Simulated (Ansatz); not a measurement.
**MnS: band-structure calculation**

- system: MnS (F-43m, 4 atoms in the cell)
- method: DFT LDA, scalar-relativistic, plane waves, PAW, spin-polarised (Ansatz 0.2.0)

The structure derives from an entry of the Crystallography Open Database. It belongs to a series of runs on one base structure; here: exchange couplings, spin waves and anisotropy by the force theorem. Figures and captions count atoms from 1; the log counts them from 0 in places.

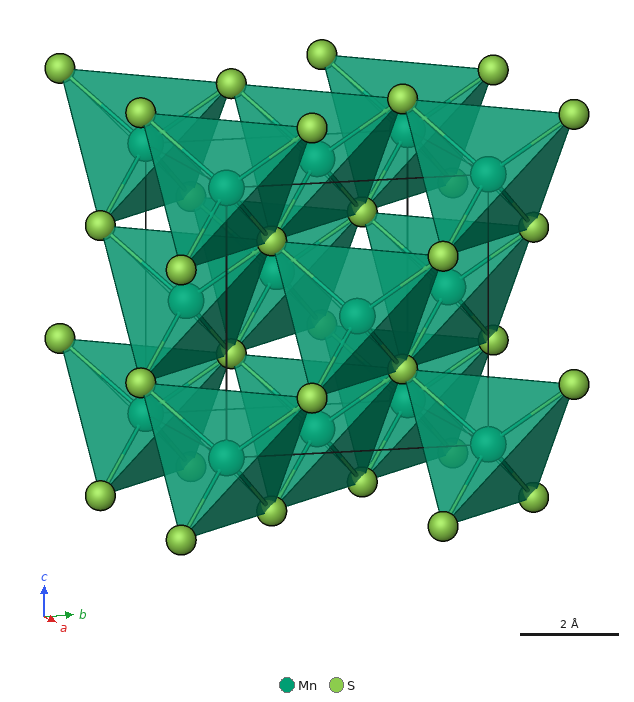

The input geometry (polyhedral view of the cell 2 times as large as that of the calculation, set on its symmetry axes, seen slightly off an axis; polyhedra are completed across the faces of the cell). An atom can appear more than once, as a periodic image.

## Input
```yaml
crystal:
  lattice:
    - [0.0, 2.8, 2.8]
    - [5.6, 2.8, 2.8]
    - [5.6, 5.6, 0.0]
  atoms:
    - { symbol: Mn, position: [0.0, 0.0, 0.0], spin: 4.27 }
    - { symbol: S, position: [0.75, 0.75, 0.0] }
    - { symbol: Mn, position: [0.0, 0.0, 0.5], spin: -4.27 }
    - { symbol: S, position: [0.75, 0.75, 0.5] }
basis:
  ecutwfc: 420
  ecutrho_ratio: 4
kpoints:
  mp_grid: { grid: [8, 8, 8] }
  band_path:
    path:
      - [[0.0, 0.0, 0.0], [-0.5, -0.5, -1.0], [-0.375, -0.125, -0.75]]
      - [[0.0, 0.0, -0.75], [0.0, 0.0, 0.0], [0.0, 0.5, 0.0], [-0.25, -0.25, -1.0], [-0.5, -0.5, -1.0]]
    npoints: 6
hamiltonian:
  xc: lda
scf:
  occupations: { method: gaussian, width: 0.05 }
  lower_state_search: "off"
output:
  forces: true
  stress: true
  eigenvalues: true
  populations: true
  eigenstates:
    nscf_kmesh: { grid: [8, 8, 8] }
    top_band: c56
    exchange_couplings: { magnetic: [{ site: 0 }, { site: 2 }], antisymmetric: true }
    magnetocrystalline_anisotropy: {}
magnetization:
  spin_polarized: true
checkpoint:
  read: start.run
  write: ck
  compress: false
  write_wavefunctions: false
  write_every: 100000
```

Launched with:
```bash
ansatz run input.yaml --threads 4 --pin off --max-ram 9216MiB --backend cpu --events-out ev --progress --plain --runs-dir out
```

## The program's output
```
Warning: checkpoint.read: spin seed differs: saved db46e06461ac…, current 53496886a550…; the loaded state replaces the seed-built initial guess (but the starting_ns of a DFT+U solve that opens without the state's occupation matrices), so the run may converge into the producing seed's basin, or, where the symmetry group that follows from this deck's starting moments and starting_ns does not hold the saved magnetisation, lose that magnetisation at its first build. Where atoms have moved since the state was saved, this difference can also decide whether moments are moved with them. A self-consistent run of this deck without the state starts from its starting moments and, under a DFT+U term, its starting_ns
Engine: ansatz 0.2.0, x86_64-unknown-linux-gnu
Pseudopotentials: kind: paw
Pseudopotential: Mn, paw, valence charge 15, recommended cutoff 420 eV (normal), Mn.paw.azcp
Pseudopotential: S, paw, valence charge 6, recommended cutoff 420 eV (normal), S.paw.azcp
Functional definition: SPW92
  exchange = slater_x
  correlation = pw_c
Crystal: 4 atoms, lattice volume = 87.808 Å³
Basis set: ecut = 420 eV, 1715 PW (Γ)
Bands: 31, of which v1, the nominal top of the filled ones, is band 21 counted from 1 (20 counted from 0)
Symmetry: 8 space group operations
Space group: P-4m2 (ITA 115), of the structure as read, at distance tolerance 4.4e-5 Å
Magnetic group: BNS 115.290 (UNI 950), of the structure as read, at distance tolerance 4.4e-5 Å
k-points: 75 of 512 (time reversal used)
Non-local potential: Mn, projectors of the file, l = 0: 3, l = 1: 2, l = 2: 3, l = 3: 1
Non-local potential: S, projectors of the file, l = 0: 2, l = 1: 2, l = 2: 2
PAW form: soft (Blöchl's): semilocal exchange-correlation on the pseudo side does not see the compensation charge
PAW frozen core: Mn, regenerated for the run's functional, and the local potential with it (the file was generated under x = pbe(κ = 0.804, μ = 0.2195149727645171), c = pbe(β = 0.06672455060314922))
PAW frozen core: S, regenerated for the run's functional, and the local potential with it (the file was generated under x = pbe(κ = 0.804, μ = 0.2195149727645171), c = pbe(β = 0.06672455060314922))
PAW one-centre angular grid: Mn, 590 points (default); XC on 64 Gauss nodes
PAW one-centre angular grid: S, 110 points (default); XC on 64 Gauss nodes
Initial density: read from a saved state, or passed on in memory by an earlier SCF of this step, an earlier step, the calling program or the single point that the run made first
Stability of the state it starts from, as read at its close in the collinear treatment: not read negative (Ritz values of 1 − χ₀K, real part plus size of imaginary part, from 0.96 to 1.1, by its mixing steps under the symmetry group of the SCF that read it); its run was given moments
Starting moments: Σ|m| = 8.54 μB on 2 of 4 sites; this step starts from the density that it was given
Initial wavefunctions: pseudopotential atomic-orbital guess
Functional: x = slater, c = lda
the translation (0, 0, 0.5) carries every atom to within crystal.symmetry.tolerance of an atom of its element with the starting moment reversed, but both spin channels are solved: the run starts from a saved state that isn't shown to keep it, or this solve from the single point that its walk made first
iter 1 solved again at ethr=1.77e-7 eV; its pass at ethr=3.10e-3 eV (dr2=7.42e-5 eV) is discarded
SCF iter   1: F=—  HF=-9422.611832 eV  |F-HF|=—  |Δ(HF+E_count)|=         —  Δρ=2.29e-6 (↑2.29e-6 ↓2.29e-6)  dr2=1.31e-8  dr2_m=7.31e-10  M=0.000 μB ∫|m|=8.753 μB  β_m=0.30  ethr=1.77e-7  ⟨swp⟩=3.0  Hψ=30848  notcnv=0
eigensolver tolerance schedule: the retry pair's looser diagonalisation over-reported the residual by 5651.94 of it (diagonalisation noise at 0.47 of the residual, at the tolerance the schedule requests for it); recorded, not acted on — ethr = c·dr2/N_el stays at c = 1.0e-1
preconditioner: auto → Resta (q_TF=auto, 2.413 Å⁻¹)  ε∞=7.3  [insulator: Δε(μ)=1.038 eV  Ē_g=8.042 eV  σ=0.050 eV  W_gap=1.00  n_scr=20 (ndim 8)  ℏωp=20.2 eV  f_vac=0.025  D(μ)=0.00/eV (n_scr^D=0)  ε∞_Penn≈7.3]
spin=Collinear: Resta preconditioning applied to the charge; magnetization (m = ρ↑ − ρ↓) channel mixes plain (no charge-response kernel on spin).
SCF iter   2: F=-9422.611832 eV  HF=-9422.611832 eV  |F-HF|=5.06e-10  |Δ(HF+E_count)|=   2.16e-8  Δρ=9.22e-7 (↑9.22e-7 ↓9.22e-7)  dr2=1.89e-9  dr2_m=2.43e-10  M=0.000 μB ∫|m|=8.753 μB  ethr=3.12e-11  ⟨swp⟩=6.1  Hψ=19721  notcnv=0
SCF 1 converged in 2 iterations: F = -9422.611832 eV  dr2 = 1.89e-9
  greatest PAW one-centre occupation: 1.004 electrons in one spin orbital (limit 2), on the Mn atom at site 0 (counted from 0), in its partial waves of l = 1
NSCF: frozen V_eff on 38 k-points
the translation (0, 0, 0.5) carries every atom to within crystal.symmetry.tolerance of an atom of its element with the starting moment reversed, but both spin channels are solved: the SCF whose density it solves on was not solved under it
NSCF: frozen V_eff on 75 k-points
Magnetocrystalline anisotropy: 0 of 75 k-points coupled
Magnetocrystalline anisotropy: 64 of 75 k-points coupled
Magnetocrystalline anisotropy: 75 of 75 k-points coupled
Exchange couplings: 0 of 8 parts done
Exchange couplings: 1 of 8 parts done
Exchange couplings: 2 of 8 parts done
Exchange couplings: 3 of 8 parts done
Exchange couplings: 4 of 8 parts done
Exchange couplings: 5 of 8 parts done
Exchange couplings: 6 of 8 parts done
Exchange couplings: 7 of 8 parts done
Exchange couplings: 0 of 36 parts done
Exchange couplings: 2 of 36 parts done
Exchange couplings: 4 of 36 parts done
Exchange couplings: 6 of 36 parts done
Exchange couplings: 8 of 36 parts done
Exchange couplings: 9 of 36 parts done
Exchange couplings: 11 of 36 parts done
Exchange couplings: 13 of 36 parts done
Exchange couplings: 15 of 36 parts done
Exchange couplings: 17 of 36 parts done
Exchange couplings: 18 of 36 parts done
Exchange couplings: 20 of 36 parts done
Exchange couplings: 22 of 36 parts done
Exchange couplings: 24 of 36 parts done
Exchange couplings: 26 of 36 parts done
Exchange couplings: 27 of 36 parts done
Exchange couplings: 29 of 36 parts done
Exchange couplings: 31 of 36 parts done
Exchange couplings: 33 of 36 parts done
Exchange couplings: 35 of 36 parts done
SCF converged after 2 iterations
Magnetization: 0.0000 μB (21.0000 up, 21.0000 down)
Absolute magnetization: 8.7541 μB (∫|ρ↑−ρ↓|, with the PAW one-centre terms)
Spin contamination: 4.4797 ħ² per cell (⟨S²⟩ above its minimum at these occupations)
Per-site moments (μB) at R_I (Å): [(3.8835023594780167, 1.0002593413710263), (-2.7638834171419476e-9, 1.0002593413710266), (-3.8835023632561714, 1.0002593413710266), (-2.76388310230967e-9, 1.0002593413710263)]
Free energy (F): -9422.611832 eV
Harris-Foulkes:  -9422.611832 eV  (|F-HF|=5.06e-10)
Internal energy: -9422.611832 eV  (E = F + TS)
E sigma→0 (E₀):  -9422.611832 eV
Fermi energy:    6.916760 eV
--- Per-component energies (eV) ---
  E_band       = -717.832507
  E_kinetic    = 811.403012
  E_local      = -5604.497285  (includes V_loc(G=0)·N_el)
  E_nonlocal   = 567.242733
  E_hartree    = 2294.246229
  E_xc         = -411.003908
  E_vxc        = -456.613839  (∫ρ·V_xc dr)
  E_paw        = -3632.882568  (= ΣΔE_a)
  E_vpaw       = -623.856574  (= ΣTr[D̂ρ^β])
  E_aug_tail   = -0.000017  (compensation charges beyond the density's cutoff)
  E_ewald      = -3448.194329
  E_core_change = 1.074301  (= ΣΔE_core)
  E_smearing   = -0.000000  (= −TS)
  E_closure    = 0.000000  (closes the sum)
  Σ components = -9422.611832   (vs F -9422.611832, Δ=0.00e0)
--- Forces (eV/Å), atoms counted from 1 ---
  atom   1  Mn     0.00000000     0.00000000     0.00000000
  atom   2  S      0.00000002    -0.00000000     0.00000000
  atom   3  Mn     0.00000000     0.00000000     0.00000000
  atom   4  S     -0.00000002    -0.00000000     0.00000000
  max |Σ_I F_I| component: 6.33e-17 eV/Å
--- Stress (GPa, compression-positive) ---
       -9.546398      -0.000000       0.000000
       -0.000000      -9.021641       0.000000
        0.000000       0.000000      -9.021641
  P = ⅓ Tr σ = -9.1966 GPa (-91.966 kbar)
--- Band table (eV; the first three rows and the last of 150) ---
  k-point 0 ↑: bands = ["-73.8326", "-69.6102", "-42.9617", "-42.9234", "-42.9234", "-38.8275", "-38.8275", "-38.8218", "-6.6213", "-5.7354", "1.5960", "2.7114", "2.7114", "2.8614", "3.6491", "3.6491", "4.3761", "4.5012", "5.4741", "6.1742", "6.1742", "7.6176", "7.8978", "8.3890", "8.8115", "9.3985", "9.3985", "10.9267", "12.1326", "13.3226", "13.3226"]
  k-point 1 ↑: bands = ["-73.8326", "-69.6102", "-42.9616", "-42.9236", "-42.9234", "-38.8279", "-38.8275", "-38.8217", "-6.5615", "-5.7357", "1.6989", "2.6074", "2.7275", "2.8853", "3.3916", "3.5963", "4.4552", "4.4985", "5.4089", "5.9688", "6.1399", "7.7049", "7.9270", "8.4919", "8.8762", "9.3579", "9.4016", "11.1050", "12.3873", "13.1674", "13.4441"]
  k-point 2 ↑: bands = ["-73.8326", "-69.6102", "-42.9616", "-42.9243", "-42.9233", "-38.8288", "-38.8274", "-38.8216", "-6.3982", "-5.7518", "1.9752", "2.3562", "2.7668", "2.8300", "2.9510", "3.4957", "4.4488", "4.6257", "5.2665", "5.7273", "6.0479", "7.7896", "8.0294", "8.2957", "8.7988", "9.2253", "9.9489", "11.4435", "12.9251", "13.1485", "13.7555"]
  k-point 74 ↓: bands = ["-73.8325", "-69.6101", "-42.9613", "-42.9251", "-42.9251", "-38.8300", "-38.8300", "-38.8212", "-5.7352", "-5.7352", "1.5160", "1.6577", "3.0541", "3.3061", "3.3061", "3.6941", "4.5286", "4.7060", "4.7060", "4.7935", "5.2222", "7.5039", "7.5039", "7.6219", "7.9910", "8.2196", "10.7861", "10.7861", "12.1211", "12.1989", "16.1816"]
--- Löwdin populations: 4 sites ---
  site symbol       q [e]    m [muB]
     0     Mn     14.0820     4.2600
     1      S      6.7531    -0.0000
     2     Mn     14.0820    -4.2600
     3      S      6.7531    -0.0000
  spilling = 0.007854 (of n_electrons = 42.000000)
```

## File populations.tsv
```
# site	symbol	l	j	q_up	q_dn
# orbitals = lowdin
# n_electrons = 42.000000
# spilling = 0.007854
0	Mn	0_3S	-	0.999785	0.999829
0	Mn	0_4S	-	0.298640	0.260391
0	Mn	1_3P	-	2.999153	2.998235
0	Mn	2_3D	-	4.873375	0.652546
1	S	0_3S	-	0.900039	0.900039
1	S	1_3P	-	2.476520	2.476520
2	Mn	0_3S	-	0.999829	0.999785
2	Mn	0_4S	-	0.260391	0.298640
2	Mn	1_3P	-	2.998235	2.999153
2	Mn	2_3D	-	0.652546	4.873375
3	S	0_3S	-	0.900039	0.900039
3	S	1_3P	-	2.476520	2.476520
```

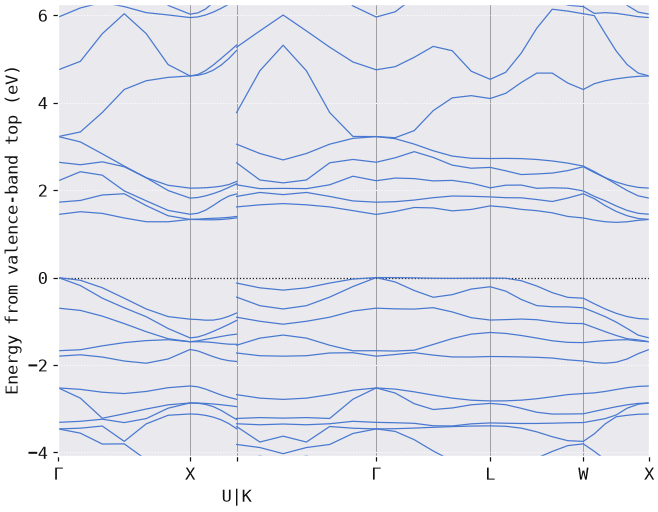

Band structure along Γ–X–U|K–Γ–L–W–X, with energies from the valence-band top. There is a gap of 1.26 eV on this path, indirect, from Γ to between W and X.

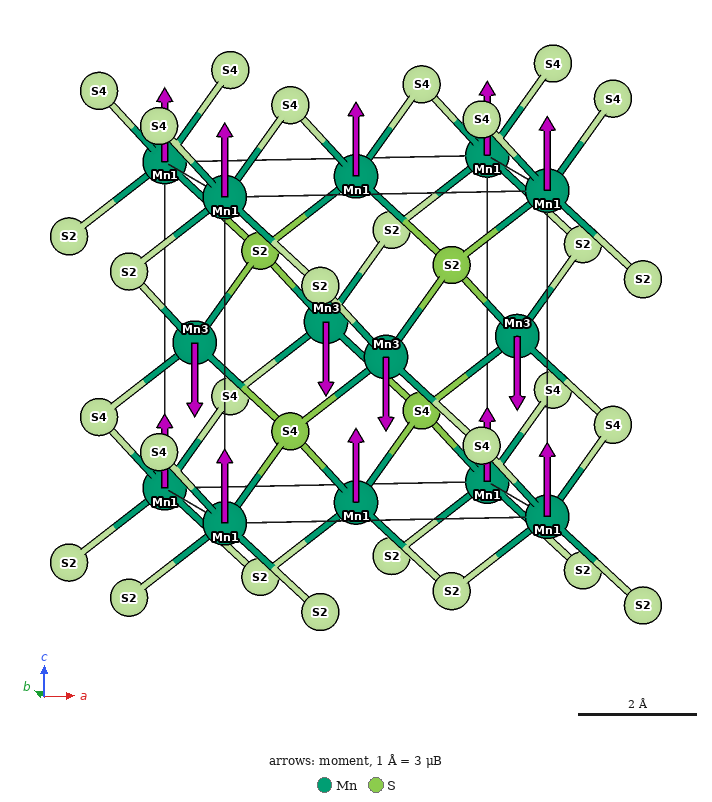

Magnetic moments of the sites as pink arrows (ball-and-stick view of the cell 2 times as large as that of the calculation, set on its symmetry axes, seen slightly off an axis; neighbours outside the cell are drawn fainter; atoms are numbered from 1 in the order of the input); small moments hardly show. The run is collinear, so the axis drawn is arbitrary. Site moments: Mn3 (−3.88 μB); Mn1 (3.88 μB). They are counted near the atoms and needn't add up to the moment of the cell.

## Summary

| quantity | value |
| --- | --- |
| outcome | converged |
| space group (tolerance 0.01 Å) | F-43m (216) |
| electrons treated | 42 |
| free energy | −9422.6118 eV |
| Fermi energy | 6.917 eV |
| gap on the k-point mesh | 1.04 eV |
| gap on the band path | 1.26 eV |
| net moment of the cell | 0.00 μB |
| integrated absolute moment | 8.75 μB |
| pressure | −9.20 GPa |
| largest force (length of the vector) | under 0.001 eV/Å |
| hardware | 4 threads of Intel Xeon @ 2.50GHz (Skylake/Cascade Lake), 16 GiB of memory available, shared host |
| wall time | 8.6 min (CPU time 34 min) |
| peak memory | 3.3 GiB |

## Remarks

The program warns: the state was not tested for a lower one. Semilocal DFT without U tends to delocalise the d electrons of such compounds and to underestimate the gap. The cell is under a tension of 9.2 GPa at this level, so it is not at its equilibrium volume.
